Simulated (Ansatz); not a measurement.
**From SiO2 to TiO2**

System: SiO2 (P4₂/mnm, 6 atoms in the cell).
Method of run A: DFT r2SCAN, scalar-relativistic, plane waves, PAW, no spin polarisation (Ansatz 0.2.0).
System of run B: TiO2 (P4₂/mnm, 6 atoms in the cell).

On run A: The structure was made by swapping elements on the sites of another compound; it need not be a known phase. On run B: The structure was made by swapping elements on the sites of another compound; it need not be a known phase. It belongs to a series of runs on one base structure; here: Sn -> Ti on all its sites, cell and atoms relaxed. Text and figures count atoms from 1; the logs count them from 0 in places.

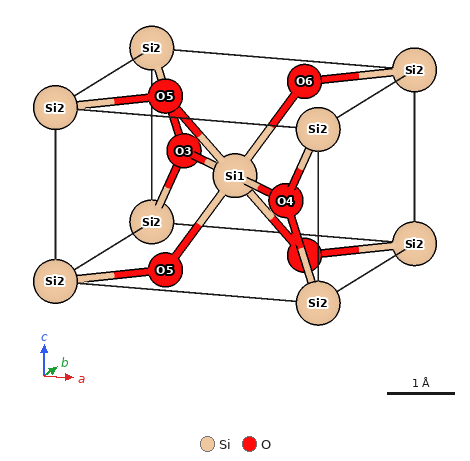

The input geometry (ball-and-stick view of the cell of the calculation, seen slightly off an axis; atoms are numbered from 1 in the order of the input). An atom can appear more than once, as a periodic image. Near neighbours in the periodic cell (some may lie outside the picture): Si has 6 O at 1.76 to 1.81 Å; O has 3 Si at 1.76 to 1.81 Å.

### Input, run A
```yaml
crystal:
  lattice:
    - [4.1843701738, 0.0, 0.0]
    - [0.0, 4.1843701738, 0.0]
    - [0.0, 0.0, 2.6684093863]
  atoms:
    - { symbol: Si, position: [0.5, 0.5, 0.5] }
    - { symbol: Si, position: [0.0, 0.0, 0.0] }
    - { symbol: O, position: [0.1937252771, 0.8062747229, 0.5] }
    - { symbol: O, position: [0.8062747229, 0.1937252771, 0.5] }
    - { symbol: O, position: [0.3062747229, 0.3062747229, 0.0] }
    - { symbol: O, position: [0.6937252771, 0.6937252771, 0.0] }
basis:
  ecutwfc: 500
kpoints:
  mp_grid: { grid: [6, 6, 8] }
hamiltonian:
  xc: r2scan
scf:
  occupations: { method: gaussian, width: 0.02 }
output:
  forces: true
  stress: true
  eigenvalues: true
relax:
  adjacent_minimum: "off"
  f_tol: 0.01
  max_steps: 60
  cell: { stress_tol: 0.1 }
```

Command:
```bash
ansatz run input.yaml --threads 2 --pin off --max-ram 5120MiB --backend cpu --events-out ev --progress --plain --runs-dir out
```

Hardware: 2 threads of Intel Xeon (Sapphire Rapids), 32 GiB of memory available, shared host.

### Output, shortened to warnings, some set-up lines, iterations and results (run A)
```
Basis set: ecut = 500 eV, 1177 PW (Γ), exchange–correlation on 128×128×80 points (64 copies of the dense FFT grid, shifted against one another)
Symmetry: 16 space group operations
k-points: 50 of 288
Initial density: superposition of atomic densities (neutral atoms: chi_scale 0, normalization atom), corrected by the library's trained network
[...]
SCF iter   1: F=—  HF=-3559.039219 eV  |F-HF|=—  |Δ(HF+E_count)|=         —  Δρ=1.18e-2  dr2=5.87e-2  dr2_τ=5.24e-1  ethr=1.77e-3  ⟨swp⟩=6.3  Hψ=6135  notcnv=0
SCF iter   2: F=—  HF=-3559.336041 eV  |F-HF|=—  |Δ(HF+E_count)|=   2.97e-1  Δρ=6.40e-3  dr2=7.23e-3  dr2_τ=1.53e-3  ethr=1.83e-4  ⟨swp⟩=3.0  Hψ=2717  notcnv=0  defer=85
SCF iter   3: F=—  HF=-3559.336880 eV  |F-HF|=—  |Δ(HF+E_count)|=   8.40e-4  Δρ=1.92e-3  dr2=6.51e-4  dr2_τ=1.10e-4  ethr=2.26e-5  ⟨swp⟩=3.0  Hψ=1898  notcnv=0  defer=85
SCF iter   4: F=—  HF=-3559.336934 eV  |F-HF|=—  |Δ(HF+E_count)|=   5.40e-5  Δρ=2.13e-4  dr2=1.15e-5  dr2_τ=1.38e-6  ethr=2.03e-6  ⟨swp⟩=2.4  Hψ=1775  notcnv=0  defer=85
SCF iter   5: F=—  HF=-3559.336933 eV  |F-HF|=—  |Δ(HF+E_count)|=   1.56e-6  Δρ=7.96e-5  dr2=2.43e-6  dr2_τ=1.30e-7  ethr=3.59e-8  ⟨swp⟩=2.0  Hψ=1716  notcnv=0  defer=85
[... 15 lines ...]
SCF iter   2: F=—  HF=-3559.337026 eV  |F-HF|=—  |Δ(HF+E_count)|=   1.11e-6  Δρ=1.02e-5  dr2=1.17e-8  dr2_τ=3.43e-9  ethr=1.97e-10  ⟨swp⟩=2.1  Hψ=1892  notcnv=0
SCF iter   3: F=—  HF=-3559.337026 eV  |F-HF|=—  |Δ(HF+E_count)|=   4.93e-9  Δρ=4.37e-6  dr2=2.41e-9  dr2_τ=4.25e-10  ethr=3.66e-11  ⟨swp⟩=2.8  Hψ=1930  notcnv=0
SCF iter   4: F=-3559.337026 eV  HF=-3559.337026 eV  |F-HF|=1.82e-12  |Δ(HF+E_count)|=   1.38e-9  Δρ=2.30e-7  dr2=1.14e-11  dr2_τ=2.04e-12  ethr=1.00e-12  ⟨swp⟩=3.3  Hψ=4731  …
SCF 4 converged in 4 iterations: F = -3559.337026 eV  dr2 = 1.14e-11
relax step   4: F+E_penalty+E_count = -3559.33702554 eV  Δ(F+E_penalty+E_count) = -1.938e-5 eV  max|allowed force component| = 3.610e-3 eV/Å  Δτ_max = 0.0000 Å  P = +0.004 …
basis re-selected at this cell: Δ(F+E_penalty+E_count) = -1.938e-5 eV, ΔP = -0.001 GPa vs the last step (what re-selecting the basis moved, of the pressure what is left beyond the Pulay correction that the steps carried, after the strain that the cell walked since its last selection, with what the …
SCF converged after 4 iterations
Free energy (F): -3559.337026 eV
Harris-Foulkes:  -3559.337026 eV  (|F-HF|=1.82e-12)
Internal energy: -3559.337026 eV  (E = F + TS)
E sigma→0 (E₀):  -3559.337026 eV
Fermi energy:    13.371034 eV
--- Per-component energies (eV) ---
  E_band       = 42.513599
  E_kinetic    = 820.124315
  E_local      = -1224.807443  (includes V_loc(G=0)·N_el)
  E_nonlocal   = 231.725464
  E_hartree    = 437.848280
  E_xc         = -404.026884
  E_vxc        = -533.686954  (∫ρ·V_xc dr)
  E_paw        = -1683.068228  (= ΣΔE_a)
  E_vpaw       = -158.447874  (= ΣTr[D̂ρ^β])
  E_aug_tail   = 0.004658  (compensation charges beyond the density's cutoff)
  E_vtau       = 31.904767  (kinetic-family band-sum trace: ∫τ·v_τ [+ j·A + Jᵃ·Aᵃ] dr)
  E_ewald      = -1736.856557
  E_core_change = -0.280630  (= ΣΔE_core)
  E_smearing   = -0.000000  (= −TS)
  E_closure    = 0.000000  (closes the sum)
  Σ components = -3559.337026   (vs F -3559.337026, Δ=0.00e0)
--- Forces (eV/Å), atoms counted from 1 ---
  atom   1  Si    -0.00000000     0.00000000    -0.00000000
  atom   2  Si    -0.00000000     0.00000000    -0.00000000
  atom   3  O      0.00361012    -0.00361012     0.00000000
  atom   4  O     -0.00361012     0.00361012    -0.00000000
  atom   5  O     -0.00361012    -0.00361012     0.00000000
  atom   6  O      0.00361012     0.00361012    -0.00000000
  max |Σ_I F_I| component: 2.60e-18 eV/Å
--- Stress (GPa, compression-positive) ---
       -0.035837       0.000000       0.000000
        0.000000      -0.035837       0.000000
        0.000000       0.000000       0.084196
  P = ⅓ Tr σ = 0.0042 GPa (0.042 kbar)
--- Relaxed structure (3 steps of the walk, 3 accepted, 1 SCFs on fresh bases) ---
  F+E_penalty+E_count = -3559.33702554 eV   max|allowed force component| = 3.610e-3 eV/Å   (the final SCF, on the basis selected at the relaxed cell)
  cell:  # Å, volume = 46.7518 Å³
    - [4.185791449572009, -1.7480602422711268e-35, 0.0]
    - [-1.7480602422711268e-35, 4.185791449572009, 0.0]
    - [0.0, 0.0, 2.6683501150911595]
[...]
```

For run B the input was changed thus:
```diff
-    - [4.1843701738, 0.0, 0.0]
-    - [0.0, 4.1843701738, 0.0]
-    - [0.0, 0.0, 2.6684093863]
+    - [4.6022635962, 0.0, 0.0]
+    - [0.0, 4.6022635962, 0.0]
+    - [0.0, 0.0, 2.9534178516]
-    - { symbol: Si, position: [0.5, 0.5, 0.5] }
-    - { symbol: Si, position: [0.0, 0.0, 0.0] }
-    - { symbol: O, position: [0.1937252771, 0.8062747229, 0.5] }
-    - { symbol: O, position: [0.8062747229, 0.1937252771, 0.5] }
-    - { symbol: O, position: [0.3062747229, 0.3062747229, 0.0] }
-    - { symbol: O, position: [0.6937252771, 0.6937252771, 0.0] }
+    - { symbol: Ti, position: [0.5, 0.5, 0.5] }
+    - { symbol: Ti, position: [0.0, 0.0, 0.0] }
+    - { symbol: O, position: [0.1949125896, 0.8050874104, 0.5] }
+    - { symbol: O, position: [0.8050874104, 0.1949125896, 0.5] }
+    - { symbol: O, position: [0.3050874104, 0.3050874104, 0.0] }
+    - { symbol: O, position: [0.6949125896, 0.6949125896, 0.0] }
-  mp_grid: { grid: [6, 6, 8] }
+  mp_grid: { grid: [6, 6, 10] }
```

Predict how the results change.

The total energies belong to different systems, so their difference says nothing on which is more stable or more accurate. The gap on the mesh goes from 6.51 to 2.22 eV. The volume per atom goes from 7.79 to 10.40 Å³. The SCF takes 26 iterations over all geometry steps against 17. The irreducible k-points go from 50 to 60. On the same kind of shared host run B took about 2.6 times as long.

### Output, shortened to warnings, some set-up lines, iterations and results (run B)
```
Basis set: ecut = 500 eV, 1559 PW (Γ), exchange–correlation on 144×144×96 points (64 copies of the dense FFT grid, shifted against one another)
Symmetry: 16 space group operations
k-points: 60 of 360
Initial density: superposition of atomic densities (neutral atoms: chi_scale 0, normalization atom), corrected by the library's trained network
[...]
SCF iter   1: F=—  HF=-7292.562120 eV  |F-HF|=—  |Δ(HF+E_count)|=         —  Δρ=2.74e-2  dr2=5.50e-1  dr2_τ=3.84e-1  ethr=1.77e-3  ⟨swp⟩=5.9  Hψ=7428  notcnv=0
SCF iter   2: F=—  HF=-7292.583081 eV  |F-HF|=—  |Δ(HF+E_count)|=   2.10e-2  Δρ=1.22e-2  dr2=4.49e-2  dr2_τ=2.82e-2  ethr=1.15e-3  ⟨swp⟩=3.0  Hψ=3953  notcnv=0  defer=91
SCF iter   3: F=—  HF=-7292.577547 eV  |F-HF|=—  |Δ(HF+E_count)|=   5.53e-3  Δρ=4.04e-3  dr2=6.09e-3  dr2_τ=5.39e-4  ethr=9.35e-5  ⟨swp⟩=2.0  Hψ=2938  notcnv=0  defer=91
SCF iter   4: F=—  HF=-7292.577340 eV  |F-HF|=—  |Δ(HF+E_count)|=   2.07e-4  Δρ=1.16e-3  dr2=4.23e-4  dr2_τ=1.06e-4  ethr=1.27e-5  ⟨swp⟩=2.0  Hψ=2688  notcnv=0  defer=91
SCF iter   5: F=—  HF=-7292.577411 eV  |F-HF|=—  |Δ(HF+E_count)|=   7.09e-5  Δρ=1.84e-4  dr2=2.34e-5  dr2_τ=1.50e-6  ethr=8.82e-7  ⟨swp⟩=2.1  Hψ=2778  notcnv=0  defer=91
[... 26 lines ...]
SCF iter   3: F=—  HF=-7292.577955 eV  |F-HF|=—  |Δ(HF+E_count)|=   1.09e-8  Δρ=3.91e-6  dr2=1.02e-8  dr2_τ=1.21e-9  ethr=6.04e-11  ⟨swp⟩=2.9  Hψ=3468  notcnv=0
SCF iter   4: F=—  HF=-7292.577955 eV  |F-HF|=—  |Δ(HF+E_count)|=   1.29e-9  Δρ=1.28e-6  dr2=9.65e-10  dr2_τ=7.06e-11  ethr=2.13e-11  ⟨swp⟩=2.2  Hψ=2474  notcnv=0
SCF iter   5: F=-7292.577955 eV  HF=-7292.577955 eV  |F-HF|=1.00e-11  |Δ(HF+E_count)|=  5.00e-11  Δρ=2.69e-7  dr2=5.71e-11  dr2_τ=3.95e-12  ethr=1.00e-12  ⟨swp⟩=4.0  Hψ=5867  …
SCF 5 converged in 5 iterations: F = -7292.577955 eV  dr2 = 5.71e-11
relax step   5: F+E_penalty+E_count = -7292.57795466 eV  Δ(F+E_penalty+E_count) = +9.026e-5 eV  max|allowed force component| = 1.120e-3 eV/Å  Δτ_max = 0.0000 Å  P = -0.016 …
basis re-selected at this cell: Δ(F+E_penalty+E_count) = +9.026e-5 eV, ΔP = +0.001 GPa vs the last step (what re-selecting the basis moved, of the pressure what is left beyond the Pulay correction that the steps carried, after the strain that the cell walked since its last selection, with what the …
SCF converged after 5 iterations
Free energy (F): -7292.577955 eV
Harris-Foulkes:  -7292.577955 eV  (|F-HF|=1.00e-11)
Internal energy: -7292.577955 eV  (E = F + TS)
E sigma→0 (E₀):  -7292.577955 eV
Fermi energy:    9.916948 eV
--- Per-component energies (eV) ---
  E_band       = -440.865838
  E_kinetic    = 1251.123154
  E_local      = -3079.073826  (includes V_loc(G=0)·N_el)
  E_nonlocal   = 191.764039
  E_hartree    = 1170.394875
  E_xc         = -482.934093
  E_vxc        = -693.264650  (∫ρ·V_xc dr)
  E_paw        = -2747.304521  (= ΣΔE_a)
  E_vpaw       = -497.804001  (= ΣTr[D̂ρ^β])
  E_aug_tail   = 0.004761  (compensation charges beyond the density's cutoff)
  E_vtau       = 45.594723  (kinetic-family band-sum trace: ∫τ·v_τ [+ j·A + Jᵃ·Aᵃ] dr)
  E_ewald      = -3595.917666
  E_core_change = -0.634678  (= ΣΔE_core)
  E_smearing   = -0.000000  (= −TS)
  E_closure    = -0.000000  (closes the sum)
  Σ components = -7292.577955   (vs F -7292.577955, Δ=0.00e0)
--- Forces (eV/Å), atoms counted from 1 ---
  atom   1  Ti     0.00000000    -0.00000000     0.00000000
  atom   2  Ti     0.00000000    -0.00000000    -0.00000000
  atom   3  O     -0.00112009     0.00112009     0.00000000
  atom   4  O      0.00112009    -0.00112009    -0.00000000
  atom   5  O      0.00112009     0.00112009    -0.00000000
  atom   6  O     -0.00112009    -0.00112009     0.00000000
  max |Σ_I F_I| component: 1.52e-18 eV/Å
--- Stress (GPa, compression-positive) ---
       -0.020378       0.000000       0.000000
        0.000000      -0.020378       0.000000
        0.000000       0.000000      -0.008318
  P = ⅓ Tr σ = -0.0164 GPa (-0.164 kbar)
--- Relaxed structure (4 steps of the walk, 4 accepted, 1 SCFs on fresh bases) ---
  F+E_penalty+E_count = -7292.57795466 eV   max|allowed force component| = 1.120e-3 eV/Å   (the final SCF, on the basis selected at the relaxed cell)
  cell:  # Å, volume = 62.4150 Å³
    - [4.596915987101413, -2.7910398024178186e-35, 0.0]
    - [-2.7910398024178186e-35, 4.596915987101413, 0.0]
[...]
```

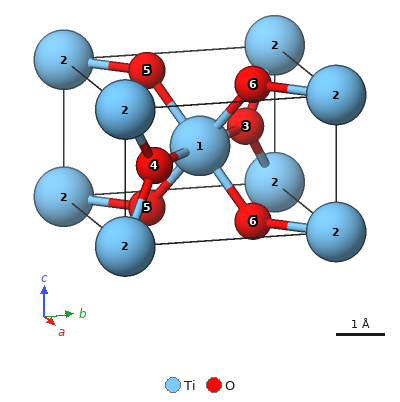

The input structure of run B (ball-and-stick view of the cell of the calculation, seen slightly off an axis; atoms are numbered from 1 in the order of the input). An atom can appear more than once, as a periodic image.

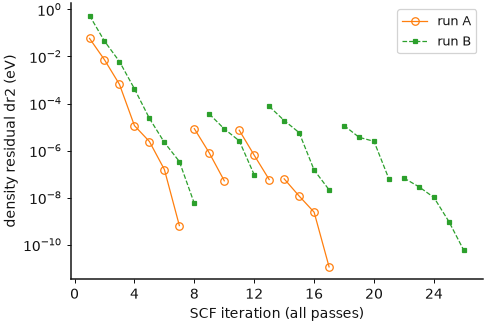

Convergence of the two runs: density residual dr2 against the SCF iteration. A break in a curve parts two SCF passes. Run A takes 17 iterations in all, and run B takes 26.

### The two runs side by side

| quantity | run A | run B |
| --- | --- | --- |
| outcome | converged | converged |
| free energy per atom (eV) | −593.2228 | −1215.4297 |
| gap on the mesh (eV) | 6.51 | 2.22 |
| pressure (GPa) | 0.00 | −0.02 |
| volume per atom (Å³) | 7.79 | 10.40 |
| largest force (eV/Å) | 0.005 | 0.002 |
| SCF iterations | 17 | 26 |
| irreducible k-points | 50 | 60 |
| wall time (shared host) | 8.8 s | 23 s |
